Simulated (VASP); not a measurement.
# HgIr with revPBE + D3(BJ): from relaxation to properties, part 3 of 4

What structure does HgIr take at this level, and what are its properties? The cell is invented: it takes the structure of a Materials Project entry for ZnIr (space group 187 there), with some of its atoms replaced by other elements, volume scaled by an estimate. It may not be a known or stable phase.

VASP 6.6.1, plane waves and PAW; the level of theory is named at each step.

Still holding for the runs below: This run has no spin polarisation. Its electron count is odd, so without a moment it is a metal by construction.

So far. Step 3 (Full relaxation (revPBE + D3(BJ))): It ends with forces that vanish by symmetry and a pressure of 0.03 GPa. Step 4 (Single point with fields (revPBE + D3(BJ))): In this run the pressure is -0.01 GPa, small enough to go on. The relaxed cell has a = 2.878, c = 4.651 Å (conventional setting).

## Step 5: Bands along the symmetry lines (revPBE + D3(BJ))

Level of this step: revPBE with D3(BJ); plane waves and PAW (Hg, Ir); invented cell (VASP).

The mesh alone shows little of the dispersion and can miss band extrema, so KPOINTS_OPT adds a path through the symmetry points after the self-consistent cycle.

Input file INCAR:

```
SYSTEM = HgIr
PREC = Accurate
ENCUT = 400
EDIFF = 1E-06
NELM = 100
ISMEAR = 1
SIGMA = 0.2
LREAL = .FALSE.
ALGO = Normal
GGA = RE
IVDW = 12
NBANDS = 22
LORBIT = 11
LWAVE = .FALSE.
LCHARG = .FALSE.
```

Input file POSCAR:

```
HgIr
1.0
    2.8783549287      0.0000000000      0.0000000000
   -1.4391774644      2.4927290308      0.0000000000
    0.0000000000      0.0000000000      4.6506731072
Hg Ir
1 1
Direct
    0.6666666700      0.3333333300      0.5000000000
    0.0000000000      0.0000000000      0.0000000000
```

Input file KPOINTS:

```
Automatic mesh
0
Gamma
9 9 5
0 0 0
```

Input file KPOINTS_OPT:

```
Line mode
16
Line-mode
Reciprocal
  0.00000000   0.00000000   0.00000000 GAMMA
  0.50000000   0.00000000   0.00000000 M

  0.50000000   0.00000000   0.00000000 M
  0.33333333   0.33333333   0.00000000 K

  0.33333333   0.33333333   0.00000000 K
  0.00000000   0.00000000   0.00000000 GAMMA

  0.00000000   0.00000000   0.00000000 GAMMA
  0.00000000   0.00000000   0.50000000 A

  0.00000000   0.00000000   0.50000000 A
  0.50000000   0.00000000   0.50000000 L

  0.50000000   0.00000000   0.50000000 L
  0.33333333   0.33333333   0.50000000 H

  0.33333333   0.33333333   0.50000000 H
  0.00000000   0.00000000   0.50000000 A

  0.50000000   0.00000000   0.50000000 L
  0.50000000   0.00000000   0.00000000 M

  0.33333333   0.33333333   0.00000000 K
  0.33333333   0.33333333   0.50000000 H
```

The projector-augmented-wave data sets are Hg and Ir (PBE family, release 64).

Command:

```console
$ mpirun -np 1 vasp_std
```

What it wrote:

```text
[... set-up lines as in an earlier step ...]
 entering main loop
       N       E                     dE             d eps       ncg     rms          rms(c)
DAV:   1     0.151633255845E+03    0.15163E+03   -0.82661E+03  1616   0.747E+02
DAV:   2    -0.359329428401E+01   -0.15523E+03   -0.14388E+03  1698   0.245E+02
DAV:   3    -0.737182261158E+01   -0.37785E+01   -0.37595E+01  1952   0.437E+01
DAV:   4    -0.739803152331E+01   -0.26209E-01   -0.26203E-01  1836   0.340E+00
DAV:   5    -0.739856130240E+01   -0.52978E-03   -0.52977E-03  1952   0.502E-01    0.143E+01
DAV:   6    -0.695402388712E+01    0.44454E+00   -0.49688E-01  1838   0.953E+00    0.101E+01
DAV:   7    -0.686941161663E+01    0.84612E-01   -0.36685E-01  1896   0.525E+00    0.220E+00
DAV:   8    -0.685355649197E+01    0.15855E-01   -0.74921E-02  1890   0.240E+00    0.118E+00
DAV:   9    -0.685198005735E+01    0.15764E-02   -0.82313E-03  1830   0.104E+00    0.162E-01
DAV:  10    -0.685190828034E+01    0.71777E-04   -0.44450E-04  1896   0.145E-01    0.938E-02
DAV:  11    -0.685191615026E+01   -0.78699E-05   -0.24797E-05  1864   0.466E-02    0.112E-02
DAV:  12    -0.685191773694E+01   -0.15867E-05   -0.22271E-06  1788   0.110E-02    0.519E-03
DAV:  13    -0.685191782650E+01   -0.89561E-07   -0.30570E-07   984   0.531E-03
   1 F= -.92083756E+01 E0= -.92090556E+01  d E =0.204024E-02
 Start KPOINTS_OPT (optional k-point list driver)
k-point batch [1-36\144]
       N       E                     dE             ncg
DAV:   1     0.654249137204E+04   -0.15514E+05     1600
DAV:   2     0.120086060623E+04   -0.53416E+04     1692
DAV:   3     0.106754693345E+04   -0.13331E+03     1940
DAV:   4     0.106661392624E+04   -0.93301E+00     1874
DAV:   5     0.106659425457E+04   -0.19672E-01     1954
DAV:   6     0.106659370574E+04   -0.54884E-03     1982
DAV:   7     0.106659369045E+04   -0.15287E-04     1910
DAV:   8     0.106659369002E+04   -0.42807E-06     1342
[...]
k-point batch [109-144\144]
       N       E                     dE             ncg
DAV:   1     0.654201131078E+04   -0.20620E+05     1632
DAV:   2     0.131314652612E+04   -0.52289E+04     1734
DAV:   3     0.117515029933E+04   -0.13800E+03     1896
DAV:   4     0.117415454935E+04   -0.99575E+00     1832
DAV:   5     0.117413372508E+04   -0.20824E-01     1878
DAV:   6     0.117413311294E+04   -0.61214E-03     2002
DAV:   7     0.117413309682E+04   -0.16121E-04     1828
DAV:   8     0.117413309636E+04   -0.45989E-06     1304
```

Elapsed: 30 s, on 1 MPI rank of AMD EPYC 9R14 (Zen 4), shared host; peak memory 0.13 GiB.

OUTCAR, selected parts (step 5):

```text
   k-points           NKPTS =     36   k-points in BZ     NKDIM =     36   number of bands    NBANDS=     22

   NELECT =      21.0000    total number of electrons

 E-fermi :   6.6102

 k-point     1 :       0.0000    0.0000    0.0000
  band No.  band energies     occupation
    ...
      8       4.3703      2.00000
      9       4.3703      2.00000
     10       5.2923      2.00000
     11       6.5505      1.48120
     12       6.5505      1.48120
     13      10.2717     -0.00000
     14      20.9530      0.00000
     15      23.1846      0.00000
     16      23.5649      0.00000
     17      24.5038      0.00000
    ...

 Edisp (eV)   -2.35646

  Total       0.00651     0.00651     0.00436    -0.00000     0.00000     0.00000
  in kB       0.31247     0.31247     0.20922    -0.00000     0.00000     0.00000
  external pressure =        0.28 kB  Pullay stress =        0.00 kB

 POSITION                                       TOTAL-FORCE (eV/Angst)
 -----------------------------------------------------------------------------------
      1.43918      0.83091      2.32534         0.000000      0.000000      0.000000
      0.00000      0.00000      0.00000        -0.000000     -0.000000      0.000000
 -----------------------------------------------------------------------------------
    total drift:                               -0.000003      0.000003      0.000000

  FREE ENERGIE OF THE ION-ELECTRON SYSTEM (eV)
  ---------------------------------------------------
  free  energy   TOTEN  =        -9.2083755701 eV

  energy  without entropy=       -9.2104158070  energy(sigma->0) =       -9.20905565

[... 8 parts as in an earlier step ...]

[... 8 further parts left out ...]
```

Spin-orbit coupling is off here; with elements this heavy it splits and shifts levels by tenths of an eV or more.

This step gave:

- electronic steps: 13
- bands: 22
- pressure: 0.02781 GPa

Electronic bands along the path, in eV, zero at the Fermi level; # counts the bands kept:

```
    point     #7     #8     #9    #10    #11    #12    #13    #14
        Γ  -4.43  -2.24  -2.24  -1.32  -0.06  -0.06   3.66  14.34
        M  -3.58  -3.23  -1.22  -0.30   1.19   2.79   5.89   7.41
        K  -2.62  -2.59  -1.68  -1.39   1.33   3.06   3.16   9.76
        Γ  -4.43  -2.24  -2.24  -1.32  -0.06  -0.06   3.66  14.34
        A  -6.63  -3.25  -2.05  -2.05  -0.10  -0.10  10.91  12.41
        L  -3.67  -1.12  -1.05  -1.00   1.05   1.20   3.08   5.72
        H  -3.01  -2.96  -2.36  -0.41   2.73   3.83   5.30   5.44
        A  -6.63  -3.25  -2.05  -2.05  -0.10  -0.10  10.91  12.41
jump to L  -3.67  -1.12  -1.05  -1.00   1.05   1.20   3.08   5.72
        M  -3.58  -3.23  -1.22  -0.30   1.19   2.79   5.89   7.41
jump to K  -2.62  -2.59  -1.68  -1.39   1.33   3.06   3.16   9.76
        H  -3.01  -2.96  -2.36  -0.41   2.73   3.83   5.30   5.44
```

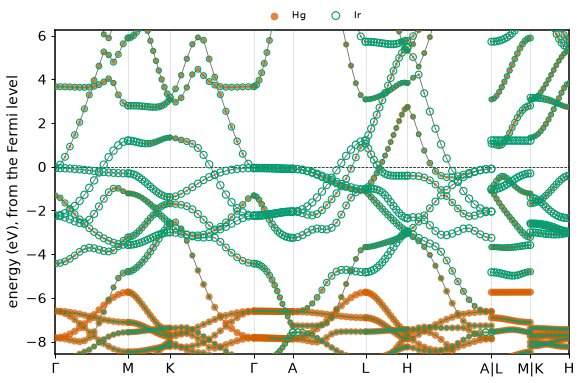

Electronic bands along the path; dots are coloured as in the legend, and their area grows with the weight.

There is no gap at this level.

## Step 6: Density of states (revPBE + D3(BJ))

A density of states needs more k-points than a total energy; ISMEAR = -5 takes tetrahedra, and LORBIT projects the states on the PAW spheres. The mesh is finer than in the run before.

INCAR, as its differences from that of step 5:

```diff
@@ -5,3 +5,3 @@
 NELM = 100
-ISMEAR = 1
+ISMEAR = -5
 SIGMA = 0.2
@@ -15 +15,2 @@
 LCHARG = .FALSE.
+NEDOS = 2001
```

POSCAR is that of step 5.

Input file KPOINTS:

```
Automatic mesh
0
Gamma
13 13 7
0 0 0
```

Command:

```console
$ mpirun -np 1 vasp_std
```

What it wrote:

```text
[... set-up lines as in an earlier step ...]
 entering main loop
       N       E                     dE             d eps       ncg     rms          rms(c)
DAV:   1     0.148333061892E+03    0.14833E+03   -0.83171E+03  3808   0.745E+02
DAV:   2    -0.366307996517E+01   -0.15200E+03   -0.14074E+03  4032   0.244E+02
DAV:   3    -0.740709278966E+01   -0.37440E+01   -0.37264E+01  4520   0.437E+01
DAV:   4    -0.743308569662E+01   -0.25993E-01   -0.25972E-01  4294   0.340E+00
DAV:   5    -0.743360787177E+01   -0.52218E-03   -0.52182E-03  4554   0.496E-01    0.143E+01
DAV:   6    -0.698651113026E+01    0.44710E+00   -0.50110E-01  4294   0.959E+00    0.100E+01
DAV:   7    -0.690006855828E+01    0.86443E-01   -0.34587E-01  4374   0.514E+00    0.220E+00
DAV:   8    -0.688759034101E+01    0.12478E-01   -0.58001E-02  4398   0.215E+00    0.112E+00
DAV:   9    -0.688613711193E+01    0.14532E-02   -0.76026E-03  4230   0.994E-01    0.171E-01
DAV:  10    -0.688603959262E+01    0.97519E-04   -0.38523E-04  4464   0.148E-01    0.971E-02
DAV:  11    -0.688605288886E+01   -0.13296E-04   -0.23656E-05  4360   0.439E-02    0.104E-02
DAV:  12    -0.688605689627E+01   -0.40074E-05   -0.19502E-06  4262   0.113E-02    0.704E-03
DAV:  13    -0.688605673142E+01    0.16485E-06   -0.18338E-07  2190   0.439E-03
   1 F= -.92425145E+01 E0= -.92425145E+01  d E =0.000000E+00
 -----------------------------------------------------------------------------
|                                                                             |
|           W    W    AA    RRRRR   N    N  II  N    N   GGGG   !!!           |
|           W    W   A  A   R    R  NN   N  II  NN   N  G    G  !!!           |
|           W    W  A    A  R    R  N N  N  II  N N  N  G       !!!           |
|           W WW W  AAAAAA  RRRRR   N  N N  II  N  N N  G  GGG   !            |
|           WW  WW  A    A  R   R   N   NN  II  N   NN  G    G                |
|           W    W  A    A  R    R  N    N  II  N    N   GGGG   !!!           |
|                                                                             |
|     Tetrahedron method does not include variations of the Fermi             |
|     occupations, so forces and stress will be inaccurate. We suggest        |
|     using a different smearing scheme ISMEAR = 1 or 2 for metals in         |
|     relaxations.                                                            |
|                                                                             |
 -----------------------------------------------------------------------------
```

The job ended after 23 s (1 MPI rank; peak memory 0.15 GiB).

Parts of OUTCAR (step 6):

```text
   k-points           NKPTS =     84   k-points in BZ     NKDIM =     84   number of bands    NBANDS=     22

   NELECT =      21.0000    total number of electrons

 E-fermi :   6.6619

 k-point     1 :       0.0000    0.0000    0.0000
  band No.  band energies     occupation
    ...
      8       4.3998      2.00000
      9       4.3998      2.00000
     10       5.2854      2.00000
     11       6.5521      2.00000
     12       6.5521      0.65129
     13      10.2630      0.00000
     14      20.9598      0.00000
     15      23.1839      0.00000
     16      23.5699      0.00000
     17      24.4953      0.00000
    ...

 Edisp (eV)   -2.35646

  Total       0.02653     0.02653    -0.23859    -0.00000    -0.00000     0.00000
  in kB       1.27406     1.27406   -11.45572    -0.00000    -0.00000     0.00000
  external pressure =       -2.97 kB  Pullay stress =        0.00 kB

  FREE ENERGIE OF THE ION-ELECTRON SYSTEM (eV)
  ---------------------------------------------------
  free  energy   TOTEN  =        -9.2425144751 eV

  energy  without entropy=       -9.2425144751  energy(sigma->0) =       -9.24251448

[... 7 parts as in an earlier step ...]

[... 10 further parts left out ...]
```

With tetrahedra the forces and stress of a metal are not exact derivatives of the energy.

Numbers from this step:

| Quantity | Value |
| --- | --- |
| irreducible k points | 84 |
| free energy (TOTEN) | -9.243 eV |
| Fermi energy | 6.662 eV |
| pressure | -0.2969 GPa |
| DOS at the Fermi level | 0.9744 states/eV/cell |

The density of states has structure finer than the step of the table below, so its rows give means over 1 eV, whole bins alone (the curve runs from -12.0 to 7.99 eV). Peaks (eV: height): total -8.4: 5.63, -7.6: 12.9, -7.1: 6.65, -6.8: 3.91, -2.9: 3.38, -0.3: 3.38; Ir d -7.6: 1.15, -2.9: 2.35, -2.2: 1.83, -1.8: 2.09, -0.8: 2.21, -0.3: 2.94, 1.1: 1.30; Hg d -8.4: 4.40, -7.6: 9.74, -7.1: 5.70, -6.8: 3.51.

States under -12.0 eV and over 8.0 eV are left out. Table of density of states by energy, zero at the Fermi level; means over each step; values in states/eV/cell:

```
energy (eV)   total     Ir d     Hg d
        -11  0.0235   2.2e-4  0.00166
        -10   0.245  0.00280   0.0472
         -9    2.28   0.0619     1.64
         -8    4.36    0.184     3.43
         -7    3.44    0.102     2.88
         -6   0.794   0.0391    0.563
         -5   0.879    0.308    0.203
         -4    1.63    0.912    0.217
         -3    1.99     1.31    0.134
         -2    2.12     1.46    0.146
         -1    2.23     1.68    0.147
          0    1.58     1.30   0.0723
          1    1.15    0.767   0.0515
          2   0.537    0.243   0.0353
          3   0.651    0.236   0.0363
          4   0.523    0.129   0.0342
          5   0.847    0.160   0.0561
          6   0.598   0.0929   0.0477
          7   0.809    0.113   0.0715
```

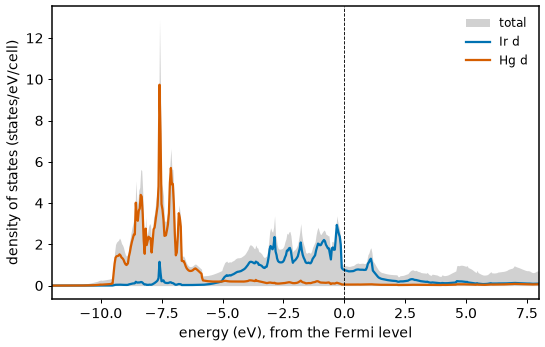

Density of states, plotted against energy.

The finer mesh and the other smearing move the Fermi level by +0.05 eV from the 9×9×5 run, one measure of the sampling error in the zero of the bands above. Of the states within 0.3 eV of the Fermi level, the largest shares in the PAW spheres are Ir d 82 %. The rest lies in smaller channels or between the spheres.

[end of part 3 of 4]

[Lines on the potential files, build, host, timing and source positions are cut from VASP's logs without a mark.]

[Logs are printed without paths, hosts, clocks, repeated set-up lines and the standing remarks that a program may print on its own settings, such as how far it seeks lower states.]

[Hosts, paths, dates, database ids (printed as entryN), source tags and the programs' standing remarks are cut or masked in the printed files.]

[A measured line is paired with the nearest computed mode of its activity, which favours agreement.]

[In band tables of VASP the shares of atoms and orbitals are scaled to a sum of 1 inside the atoms' spheres.]
